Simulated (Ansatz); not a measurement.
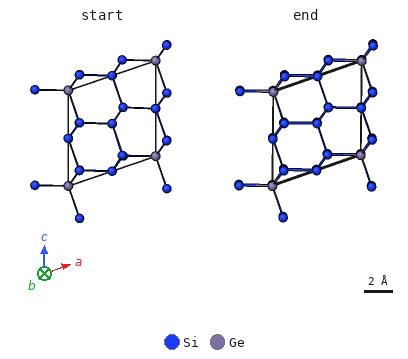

The structure of solid Si$_{7}$Ge (set up in P1) before (left) and after (right) a relaxation, at one scale.

The picture is a ball-and-stick view of the reduced cell, seen along the b axis. Lengths and directions refer to the drawn axes.

Case: cell sheared at random, sigma 0.01, atoms nudged by 0.01 Å; relaxed back.

Theory: DFT PBEsol, scalar-relativistic, plane waves, PAW (Ansatz 0.2.0). Set-up: plane-wave cutoff 420 eV; k-point mesh 6 × 6 × 6; occupations gaussian; smearing width 0.03 eV; no spin polarisation; cell and atoms relaxed; force threshold 0.01 eV/Å; at most 80 steps.

Summarise the run.

Over 3 accepted moves (4 points after the start) the energy falls by 0.269 eV per cell of the calculation. The largest force component goes from 0.77 to 0.0014 eV/Å. The pressure goes from 0.26 to 0.00 GPa. The SCF was repeated once at an unchanged geometry on a basis and grid sized afresh for the cell, which shifted the energy by 0.6 meV per cell of the calculation at most. The largest move relative to the cell is that of a Si atom, 0.035 Å along [3 0 −1]. Largest moves by element: Si 0.035 Å, Ge 0.019 Å. The volume changes by +0.1 %, with a 7.603 → 7.720 Å (+1.5 %), b 7.622 → 7.720 Å (+1.3 %), c 7.745 → 7.720 Å (−0.3 %), α 61.9° → 60.0°, β 61.2° → 60.0°, γ 60.2° → 60.0°. Some distances before and after: Si–Si 2.433 → 2.356 Å, Ge–Si 2.456 → 2.389 Å, Si–Si 2.290 → 2.356 Å, Si–Si 2.412 → 2.356 Å. Among the angles between lasting bonds that change: Si–Si–Ge 112.1° → 108.9°, Si–Ge–Si 112.2° → 109.5°, Si–Si–Ge 106.7° → 108.9°. The space group (tolerance 0.01 Å) goes from P1 (No. 1) to P-43m (No. 215). The run took 9.5 min on 2 threads of Intel(R) Xeon(R) Platinum 8259CL CPU @ 2.50GHz (Skylake/Cascade Lake) (shared host), peak memory 1.7 GiB.
